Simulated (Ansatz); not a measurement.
**Hf$_{8}$HO$_{16}$: geometry relaxation (part 1 of 4)**

The run: geometry relaxation of Hf$_{8}$HO$_{16}$ (defect cell, 25 atoms in the cell). Method and program: DFT PBE, scalar-relativistic, plane waves, PAW, spin-polarised (Ansatz 0.2.0).

The structure derives from a Materials Project entry. It belongs to a series of runs on one base structure; here: H interstitial, charge +0, atoms relaxed at the host's cell. Figures and captions count atoms from 1; the log counts them from 0 in places.

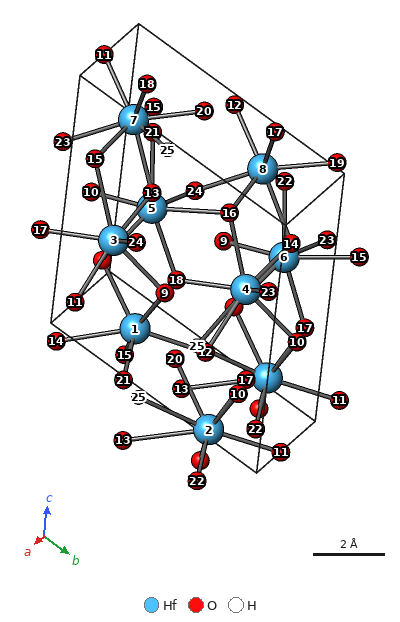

**Figure 1.** The starting structure (ball-and-stick view of the cell of the calculation, seen slightly off an axis; bonded neighbours outside the cell are drawn too; atoms are numbered from 1 in the order of the input). An atom can appear more than once, as a periodic image.

## Input
```yaml
crystal:
  lattice:
    - [0.0, -5.0692310538, 5.1009634478]
    - [0.0, -5.0692310538, -5.1009634478]
    - [5.2938029111, 5.0692310538, 0.0]
  atoms:
    - { symbol: Hf, position: [0.5031562814, 0.2631706526, 0.0326151407] }
    - { symbol: Hf, position: [0.0031562814, 0.7631706526, 0.0326151407] }
    - { symbol: Hf, position: [0.9705411407, 0.2305555119, 0.4673848593] }
    - { symbol: Hf, position: [0.4705411407, 0.7305555119, 0.4673848593] }
    - { symbol: Hf, position: [0.5194444881, 0.2794588593, 0.5326151407] }
    - { symbol: Hf, position: [0.0194444881, 0.7794588593, 0.5326151407] }
    - { symbol: Hf, position: [0.9854284481, 0.2597358291, 0.9757173965], spin: 0.143 }
    - { symbol: Hf, position: [0.4868293474, 0.7468437186, 0.9673848593] }
    - { symbol: O, position: [0.8404753398, 0.4573225972, 0.3653937409] }
    - { symbol: O, position: [0.3404753398, 0.9573225972, 0.3653937409] }
    - { symbol: O, position: [0.9750815989, 0.0919288563, 0.1346062591] }
    - { symbol: O, position: [0.4796894131, 0.5856667785, 0.1276197187], spin: 0.143 }
    - { symbol: O, position: [0.8661191672, 0.3529241945, 0.7117527904], spin: 0.143 }
    - { symbol: O, position: [0.3781164375, 0.8882548088, 0.7291834876] }
    - { symbol: O, position: [0.1566483536, 0.1483868636, 0.7857980607], spin: 0.143 }
    - { symbol: O, position: [0.6489329499, 0.6590713212, 0.7708165124] }
    - { symbol: O, position: [0.8617451912, 0.8718835625, 0.2708165124] }
    - { symbol: O, position: [0.365813367, 0.3914521227, 0.2786498729], spin: 0.143 }
    - { symbol: O, position: [0.5909286788, 0.1010670501, 0.2291834876] }
    - { symbol: O, position: [0.0964226713, 0.5987487257, 0.2388379237], spin: 0.143 }
    - { symbol: O, position: [0.6580711437, 0.2749184011, 0.8653937409] }
    - { symbol: O, position: [0.1580711437, 0.7749184011, 0.8653937409] }
    - { symbol: O, position: [0.7926774028, 0.9095246602, 0.6346062591] }
    - { symbol: O, position: [0.2926774028, 0.4095246602, 0.6346062591] }
    - { symbol: H, position: [0.1622648996, 0.4699833813, 0.0183000617], spin: 0.143 }
  host:
    lattice:
      - [5.2938029111, 0.0, 0.0]
      - [0.0, 5.0692310538, 0.0]
      - [0.0, 0.0, 5.1009634478]
    atoms:
      - { symbol: Hf, position: [0.0326151407, 0.2662882067, 0.2399856288] }
      - { symbol: Hf, position: [0.4673848593, 0.2662882067, 0.7399856288] }
      - { symbol: Hf, position: [0.5326151407, 0.7337117933, 0.2399856288] }
      - { symbol: Hf, position: [0.9673848593, 0.7337117933, 0.7399856288] }
      - { symbol: O, position: [0.3653937409, 0.0675958039, 0.3831527426] }
      - { symbol: O, position: [0.1346062591, 0.0675958039, 0.8831527426] }
      - { symbol: O, position: [0.7291834876, 0.4628122413, 0.4898616287] }
      - { symbol: O, position: [0.7708165124, 0.4628122413, 0.9898616287] }
      - { symbol: O, position: [0.2708165124, 0.5371877587, 0.9898616287] }
      - { symbol: O, position: [0.2291834876, 0.5371877587, 0.4898616287] }
      - { symbol: O, position: [0.8653937409, 0.9324041961, 0.3831527426] }
      - { symbol: O, position: [0.6346062591, 0.9324041961, 0.8831527426] }
basis:
  ecutwfc: 420
  xc_grid: 2
kpoints:
  mp_grid: { grid: [2, 2, 2], shift: [0.5, 0.5, 0.5] }
hamiltonian:
  xc: pbe
scf:
  occupations: { method: gaussian, width: 0.01 }
output:
  forces: true
  stress: false
  eigenvalues: true
  populations: true
  charged_corrections:
    defect_position: [0.16666667, 0.45833333, 0.0]
    epsilon: [[21.1335, 0.0, 0.0], [0.0, 26.955, 0.0], [0.0, 0.0, 24.4134]]
  write_density: true
  write_potential: true
  elf: true
  volumetric_format: npy
magnetization:
  spin_polarized: true
relax:
  adjacent_minimum: "off"
  f_tol: 0.025
  max_steps: 45
```

Machine: 4 threads of Intel Xeon (Granite Rapids), 32 GiB of memory available, shared host.

Launched with:
```bash
ansatz run input.yaml --threads 4 --pin off --max-ram 10240MiB --backend cpu --events-out ev --progress --plain --runs-dir out
```

## Output
```
Engine: ansatz 0.2.0, x86_64-unknown-linux-gnu
Pseudopotentials: kind: paw
Pseudopotential: Hf, paw, valence charge 26, recommended cutoff 420 eV (normal), Hf.paw.azcp
Pseudopotential: O, paw, valence charge 6, recommended cutoff 420 eV (normal), O.paw.azcp
Pseudopotential: H, paw, valence charge 1, recommended cutoff 420 eV (normal), H.paw.azcp
Functional definition: PBE
  parameter kappa = 0.804
  parameter beta = 0.06672455060314922
  exchange = pbe_x(kappa = kappa, mu = beta*pi^2/3)
  correlation = pbe_c(beta = beta)
Crystal: 25 atoms, lattice volume = 273.774 Å³
Basis set: ecut = 420 eV, 5313 PW (Γ), exchange–correlation on 100×100×100 points (8 copies of the dense FFT grid, shifted against one another)
Bands: 184, of which v1, the nominal top of the filled ones, is band 153 counted from 1 (152 counted from 0)
Symmetry: 1 space group operations
Space group: P1 (ITA 1), of the structure as read, at distance tolerance 6.5e-5 Å
Magnetic group: BNS 1.1 (UNI 1), of the structure as read, at distance tolerance 6.5e-5 Å
k-points: 4 of 8 (time reversal used)
Non-local potential: Hf, projectors of the file, l = 0: 3, l = 1: 2, l = 2: 2, l = 3: 3
Non-local potential: O, projectors of the file, l = 0: 2, l = 1: 2, l = 2: 1
Non-local potential: H, projectors of the file, l = 0: 2, l = 1: 1
PAW form: soft (Blöchl's): semilocal exchange-correlation on the pseudo side does not see the compensation charge
PAW one-centre angular grid: Hf, 590 points (default); XC on 64 Gauss nodes
PAW one-centre angular grid: O, 110 points (default); XC on 64 Gauss nodes
PAW one-centre angular grid: H, 110 points (default); XC on 64 Gauss nodes
Initial density: superposition of atomic densities (chi_scale 0.1, normalization cell, long waves kept (reshape's long-wave potential 0.03 eV rms))
Starting moments: Σ|m| = 1.001 μB on 7 of 25 sites
Initial wavefunctions: pseudopotential atomic-orbital guess
Functional: x = pbe(κ = 0.804, μ = 0.2195149727645171), c = pbe(β = 0.06672455060314922)
SCF iter   1: F=—  HF=-134902.441907 eV  |F-HF|=—  |Δ(HF+E_count)|=         —  Δρ=4.95e-2 (↑4.95e-2 ↓4.80e-2)  dr2=2.34e1  dr2_m=9.55e-2  M=1.000 μB ∫|m|=1.032 μB  β_m=0.30  ethr=3.10e-3  ⟨swp⟩=5.0  Hψ=4305  notcnv=0  defer=59
Mixer restart at iter 1: flushing history
preconditioner: auto → Resta (q_TF=auto, 2.778 Å⁻¹)  ε∞=5.1  [insulator: Δε(μ)=0.120 eV  Ē_g=18.775 eV  σ=0.010 eV  W_gap=1.00  n_scr=112 (ndim 8)  ℏωp=38.2 eV  f_vac=0.000  D(μ)=0.00/eV (n_scr^D=0)  ε∞_Penn≈5.1]
spin=Collinear: Resta preconditioning applied to the charge; magnetization (m = ρ↑ − ρ↓) channel mixes plain (no charge-response kernel on spin).
SCF iter   2: F=—  HF=-134898.051592 eV  |F-HF|=—  |Δ(HF+E_count)|=    4.39e0  Δρ=2.93e-2 (↑2.93e-2 ↓2.82e-2)  dr2=8.00e0  dr2_m=6.81e-2  M=1.000 μB ∫|m|=1.034 μB  β_m=0.45  ethr=3.10e-3  ⟨swp⟩=3.0  Hψ=2899  notcnv=0  defer=203
SCF iter   3: F=—  HF=-134902.027794 eV  |F-HF|=—  |Δ(HF+E_count)|=    3.98e0  Δρ=1.37e-2 (↑1.35e-2 ↓1.37e-2)  dr2=1.91e0  dr2_m=2.67e-2  M=1.000 μB ∫|m|=1.042 μB  β_m=0.62  ethr=2.62e-3  ⟨swp⟩=2.1  Hψ=1996  notcnv=0  defer=203
SCF iter   4: F=—  HF=-134904.630009 eV  |F-HF|=—  |Δ(HF+E_count)|=    2.60e0  Δρ=5.92e-3 (↑5.60e-3 ↓5.92e-3)  dr2=2.81e-1  dr2_m=6.58e-3  M=1.000 μB ∫|m|=1.048 μB  β_m=0.63  ethr=6.28e-4  ⟨swp⟩=2.0  Hψ=2853  notcnv=0  defer=203
SCF iter   5: F=—  HF=-134904.628131 eV  |F-HF|=—  |Δ(HF+E_count)|=         —  Δρ=2.59e-3 (↑2.37e-3 ↓2.59e-3)  dr2=6.27e-2  dr2_m=1.65e-3  M=1.000 μB ∫|m|=1.046 μB  β_m=0.63  ethr=9.23e-5  ⟨swp⟩=2.0  Hψ=2473  notcnv=0  defer=203
Mixer restart at iter 5: flushing history
SCF iter   6: F=—  HF=-134904.634686 eV  |F-HF|=—  |Δ(HF+E_count)|=   6.55e-3  Δρ=1.55e-3 (↑1.52e-3 ↓1.55e-3)  dr2=2.32e-2  dr2_m=4.75e-4  M=1.000 μB ∫|m|=1.046 μB  β_m=0.81  ethr=2.06e-5  ⟨swp⟩=2.0  Hψ=2357  notcnv=0  defer=203
SCF iter   7: F=—  HF=-134904.645410 eV  |F-HF|=—  |Δ(HF+E_count)|=   1.07e-2  Δρ=7.62e-4 (↑7.62e-4 ↓7.55e-4)  dr2=6.27e-3  dr2_m=2.58e-5  M=1.000 μB ∫|m|=1.045 μB  β_m=0.68  ethr=7.62e-6  ⟨swp⟩=2.4  Hψ=2744  notcnv=0  defer=203
SCF iter   8: F=—  HF=-134904.643300 eV  |F-HF|=—  |Δ(HF+E_count)|=   2.11e-3  Δρ=2.09e-4 (↑2.04e-4 ↓2.09e-4)  dr2=4.82e-4  dr2_m=1.71e-6  M=1.000 μB ∫|m|=1.045 μB  β_m=0.84  ethr=2.06e-6  ⟨swp⟩=2.0  Hψ=2741  notcnv=0  defer=203
SCF iter   9: F=—  HF=-134904.643624 eV  |F-HF|=—  |Δ(HF+E_count)|=   3.23e-4  Δρ=1.02e-4 (↑9.91e-5 ↓1.02e-4)  dr2=1.13e-4  dr2_m=1.86e-7  M=1.000 μB ∫|m|=1.045 μB  β_m=0.81  ethr=1.58e-7  ⟨swp⟩=2.0  Hψ=2660  notcnv=0  defer=203
SCF iter  10: F=—  HF=-134904.643659 eV  |F-HF|=—  |Δ(HF+E_count)|=   3.58e-5  Δρ=4.76e-5 (↑4.76e-5 ↓4.55e-5)  dr2=1.88e-5  dr2_m=3.88e-8  M=1.000 μB ∫|m|=1.045 μB  β_m=0.82  ethr=3.72e-8  ⟨swp⟩=2.0  Hψ=2453  notcnv=0  defer=203
SCF iter  11: F=-134904.643659 eV  HF=-134904.643661 eV  |F-HF|=2.01e-6  |Δ(HF+E_count)|=   1.73e-6  Δρ=2.08e-5 (↑2.08e-5 ↓1.98e-5)  dr2=3.47e-6  dr2_m=7.95e-9  M=1.000 μB ∫|m|=1.045 μB  ethr=5.12e-9  ⟨swp⟩=16.9  Hψ=14767  notcnv=0
SCF 1 converged in 11 iterations: F = -134904.643659 eV  dr2 = 3.47e-6
  greatest PAW one-centre occupation: 0.999 electrons in one spin orbital (limit 2), on the Hf atom at site 5 (counted from 0), in its partial waves of l = 0
relax step   1: F+E_penalty+E_count = -134904.64365902 eV  Δ(F+E_penalty+E_count) = +0.000e0 eV  max|allowed force component| = 2.506e0 eV/Å  Δτ_max = 0.0000 Å  (11 SCF iters, dr2 threshold 1.56e-5 eV, accepted)
Initial density: handed on by an earlier stage of this run
Starting moments: Σ|m| = 1.001 μB on 7 of 25 sites; this step starts from the density that it was given
Initial wavefunctions: those handed on with the density
iter 1 solved again at ethr=6.79e-5 eV; its pass at ethr=3.10e-3 eV (dr2=2.07e-1 eV) is discarded
SCF iter   1: F=—  HF=-134905.418674 eV  |F-HF|=—  |Δ(HF+E_count)|=         —  Δρ=7.33e-3 (↑7.33e-3 ↓5.81e-3)  dr2=2.06e-1  dr2_m=3.18e-2  M=1.000 μB ∫|m|=1.047 μB  β_m=0.30  ethr=6.79e-5  ⟨swp⟩=2.0  Hψ=4161  notcnv=0  defer=211
preconditioner: auto → Resta (q_TF=auto, 2.778 Å⁻¹)  ε∞=5.5  [insulator: Δε(μ)=1.175 eV  Ē_g=17.972 eV  σ=0.010 eV  W_gap=1.00  n_scr=112 (ndim 8)  ℏωp=38.2 eV  f_vac=0.041  D(μ)=0.00/eV (n_scr^D=0)  ε∞_Penn≈5.5]
spin=Collinear: Resta preconditioning applied to the charge; magnetization (m = ρ↑ − ρ↓) channel mixes plain (no charge-response kernel on spin).
SCF iter   2: F=—  HF=-134905.441019 eV  |F-HF|=—  |Δ(HF+E_count)|=   2.23e-2  Δρ=5.36e-3 (↑5.36e-3 ↓4.02e-3)  dr2=1.00e-1  dr2_m=1.74e-2  M=1.000 μB ∫|m|=1.047 μB  β_m=0.64  ethr=6.75e-5  ⟨swp⟩=2.0  Hψ=1709  notcnv=0  defer=211
SCF iter   3: F=—  HF=-134905.480450 eV  |F-HF|=—  |Δ(HF+E_count)|=   3.94e-2  Δρ=9.95e-4 (↑9.95e-4 ↓7.02e-4)  dr2=8.84e-3  dr2_m=2.81e-4  M=1.000 μB ∫|m|=1.047 μB  β_m=0.68  ethr=3.29e-5  ⟨swp⟩=3.0  Hψ=2636  notcnv=0  defer=211
SCF iter   4: F=—  HF=-134905.479954 eV  |F-HF|=—  |Δ(HF+E_count)|=   4.96e-4  Δρ=3.62e-4 (↑3.62e-4 ↓3.36e-4)  dr2=2.05e-3  dr2_m=7.79e-6  M=1.000 μB ∫|m|=1.047 μB  β_m=0.70  ethr=2.90e-6  ⟨swp⟩=2.5  Hψ=2705  notcnv=0  defer=211
SCF iter   5: F=—  HF=-134905.479184 eV  |F-HF|=—  |Δ(HF+E_count)|=   7.70e-4  Δρ=1.33e-4 (↑1.22e-4 ↓1.33e-4)  dr2=1.77e-4  dr2_m=4.18e-6  M=1.000 μB ∫|m|=1.048 μB  β_m=0.69  ethr=6.73e-7  ⟨swp⟩=2.0  Hψ=2349  notcnv=0  defer=211
SCF iter   6: F=—  HF=-134905.479291 eV  |F-HF|=—  |Δ(HF+E_count)|=   1.07e-4  Δρ=7.76e-5 (↑7.76e-5 ↓7.04e-5)  dr2=4.60e-5  dr2_m=1.67e-6  M=1.000 μB ∫|m|=1.048 μB  β_m=0.70  ethr=5.80e-8  ⟨swp⟩=2.0  Hψ=2656  notcnv=0  defer=211
SCF iter   7: F=—  HF=-134905.479415 eV  |F-HF|=—  |Δ(HF+E_count)|=   1.25e-4  Δρ=5.54e-5 (↑5.54e-5 ↓4.43e-5)  dr2=4.95e-5  dr2_m=7.53e-7  M=1.000 μB ∫|m|=1.048 μB  β_m=0.85  ethr=1.51e-8  ⟨swp⟩=14.4  Hψ=13177  notcnv=0
SCF iter   8: F=-134905.479400 eV  HF=-134905.479406 eV  |F-HF|=5.96e-6  |Δ(HF+E_count)|=   9.73e-6  Δρ=2.34e-5 (↑2.34e-5 ↓2.27e-5)  dr2=7.38e-6  dr2_m=4.44e-8  M=1.000 μB ∫|m|=1.048 μB  ethr=1.51e-8  ⟨swp⟩=9.8  Hψ=11772  notcnv=0
SCF 2 converged in 8 iterations: F = -134905.479400 eV  dr2 = 7.38e-6
relax step   2: F+E_penalty+E_count = -134905.47939973 eV  Δ(F+E_penalty+E_count) = -8.357e-1 eV  max|allowed force component| = 9.961e-1 eV/Å  Δτ_max = 0.1949 Å  (8 SCF iters, dr2 threshold 1.00e-4 eV, accepted)
[... from here on the SCF iterations and repeated set-up lines of each step are left out, up to the last step ...]
SCF 3 converged in 7 iterations: F = -134905.716468 eV  dr2 = 8.81e-6
relax step   3: F+E_penalty+E_count = -134905.71646764 eV  Δ(F+E_penalty+E_count) = -2.371e-1 eV  max|allowed force component| = 5.096e-1 eV/Å  Δτ_max = 0.1926 Å  (7 SCF iters, dr2 threshold 6.20e-5 eV, accepted)
SCF 4 converged in 7 iterations: F = -134905.847045 eV  dr2 = 2.29e-6
relax step   4: F+E_penalty+E_count = -134905.84704456 eV  Δ(F+E_penalty+E_count) = -1.306e-1 eV  max|allowed force component| = 4.195e-1 eV/Å  Δτ_max = 0.2000 Å  (7 SCF iters, dr2 threshold 4.10e-5 eV, accepted)
SCF 5 converged in 7 iterations: F = -134905.929542 eV  dr2 = 1.12e-6
relax step   5: F+E_penalty+E_count = -134905.92954198 eV  Δ(F+E_penalty+E_count) = -8.250e-2 eV  max|allowed force component| = 2.451e-1 eV/Å  Δτ_max = 0.1972 Å  (7 SCF iters, dr2 threshold 4.61e-5 eV, accepted)
SCF 6 converged in 6 iterations: F = -134905.949023 eV  dr2 = 2.07e-6
relax step   6: F+E_penalty+E_count = -134905.94902293 eV  Δ(F+E_penalty+E_count) = -1.948e-2 eV  max|allowed force component| = 1.412e-1 eV/Å  Δτ_max = 0.0538 Å  (6 SCF iters, dr2 threshold 2.05e-5 eV, accepted)
SCF 7 converged in 6 iterations: F = -134905.956190 eV  dr2 = 5.70e-7
relax step   7: F+E_penalty+E_count = -134905.95618995 eV  Δ(F+E_penalty+E_count) = -7.167e-3 eV  max|allowed force component| = 9.993e-2 eV/Å  Δτ_max = 0.0548 Å  (6 SCF iters, dr2 threshold 6.63e-6 eV, accepted)
SCF 8 converged in 5 iterations: F = -134905.957345 eV  dr2 = 7.28e-7
relax step   8: F+E_penalty+E_count = -134905.95734546 eV  Δ(F+E_penalty+E_count) = -1.156e-3 eV  max|allowed force component| = 8.450e-2 eV/Å  Δτ_max = 0.0104 Å  (5 SCF iters, dr2 threshold 3.32e-6 eV, accepted)
SCF 9 converged in 4 iterations: F = -134905.958064 eV  dr2 = 1.54e-6
relax step   9: F+E_penalty+E_count = -134905.95806392 eV  Δ(F+E_penalty+E_count) = -7.185e-4 eV  max|allowed force component| = 2.054e-2 eV/Å  Δτ_max = 0.0079 Å  (4 SCF iters, dr2 threshold 3.57e-6 eV, accepted)
iter 1 solved again at ethr=5.06e-10 eV; its pass at ethr=3.10e-3 eV (dr2=1.54e-6 eV) is discarded
SCF iter   1: F=—  HF=-134905.958064 eV  |F-HF|=—  |Δ(HF+E_count)|=         —  Δρ=1.39e-5 (↑1.39e-5 ↓1.12e-5)  dr2=1.54e-6  dr2_m=2.11e-8  M=1.000 μB ∫|m|=1.041 μB  β_m=0.65  ethr=5.06e-10  ⟨swp⟩=1.0  Hψ=3456  notcnv=0
spin=Collinear: Resta preconditioning applied to the charge; magnetization (m = ρ↑ − ρ↓) channel mixes plain (no charge-response kernel on spin).
SCF iter   2: F=—  HF=-134905.958064 eV  |F-HF|=—  |Δ(HF+E_count)|=   4.67e-8  Δρ=6.93e-6 (↑6.93e-6 ↓5.86e-6)  dr2=4.57e-7  dr2_m=3.44e-9  M=1.000 μB ∫|m|=1.041 μB  β_m=0.65  ethr=5.06e-10  ⟨swp⟩=2.0  Hψ=2095  notcnv=0
SCF iter   3: F=—  HF=-134905.958064 eV  |F-HF|=—  |Δ(HF+E_count)|=   1.76e-8  Δρ=3.42e-6 (↑3.42e-6 ↓3.35e-6)  dr2=1.32e-7  dr2_m=2.16e-10  M=1.000 μB ∫|m|=1.041 μB  β_m=0.65  ethr=1.50e-10  ⟨swp⟩=2.0  Hψ=2333  notcnv=0
SCF iter   4: F=-134905.958064 eV  HF=-134905.958064 eV  |F-HF|=6.11e-10  |Δ(HF+E_count)|=   5.91e-9  Δρ=9.56e-7 (↑8.06e-7 ↓9.56e-7)  dr2=7.49e-9  dr2_m=2.91e-10  M=1.000 μB ∫|m|=1.041 μB  ethr=3.28e-11  ⟨swp⟩=7.9  Hψ=9323  notcnv=0
SCF 10 converged in 4 iterations: F = -134905.958064 eV  dr2 = 7.49e-9
relax step  10: F+E_penalty+E_count = -134905.95806428 eV  Δ(F+E_penalty+E_count) = -3.584e-7 eV  max|allowed force component| = 1.995e-2 eV/Å  Δτ_max = 0.0000 Å  (4 SCF iters, accepted)
```
